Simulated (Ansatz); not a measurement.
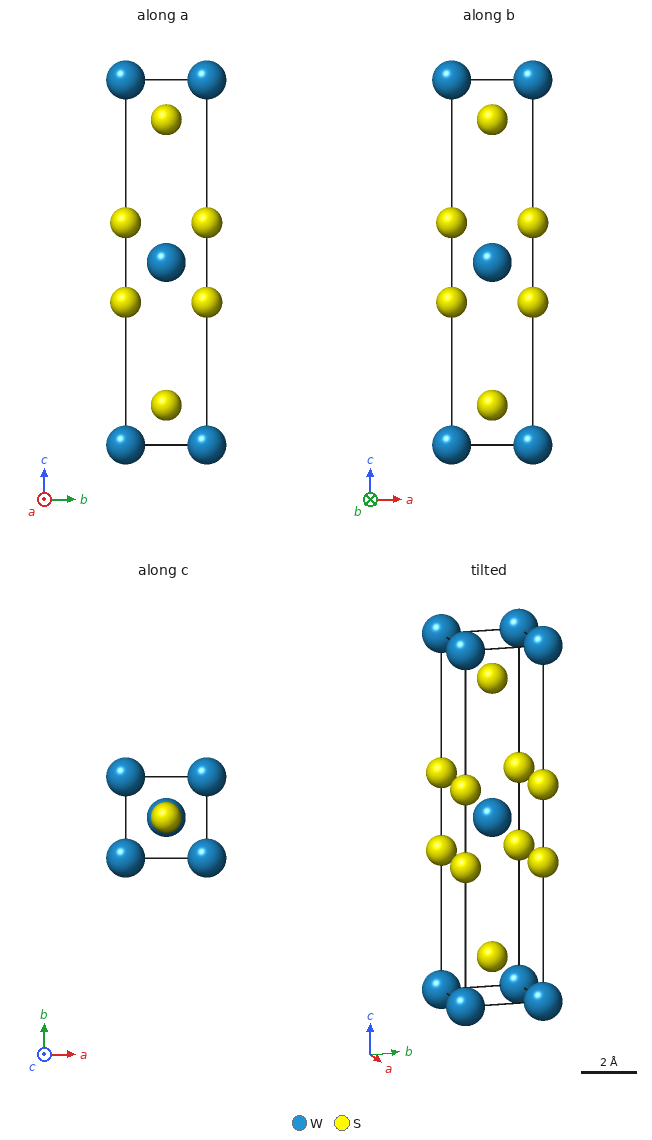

The figure gives a spheres-only picture of the atoms, viewed along the a axis, along the b axis, along the c axis and slightly off an axis. The wireframe shows the conventional unit cell.

Lattice parameters: a = 2.963 Å, b = 2.963 Å, c = 13.321 Å, α = 90.00°, β = 90.00°, γ = 90.00°. Put a along x and b in the xy plane.

**Write down what is shown as a POSCAR file, with free fractional coordinates to two decimals.**

```
W S
1.0
     2.963    0.000    0.000
     0.000    2.963    0.000
     0.000    0.000   13.321
W S
2 4
Direct
  0.00 0.00 0.00
  0.50 0.50 0.50
  0.50 0.50 0.11
  0.00 0.00 0.39
  0.00 0.00 0.61
  0.50 0.50 0.89
```

The structure was taken from a textbook structure type filled with these elements (whether it is the usual form wasn't checked). Atoms and cell were optimised with DFT PBE, scalar-relativistic, plane waves, PAW in Ansatz 0.2.0.
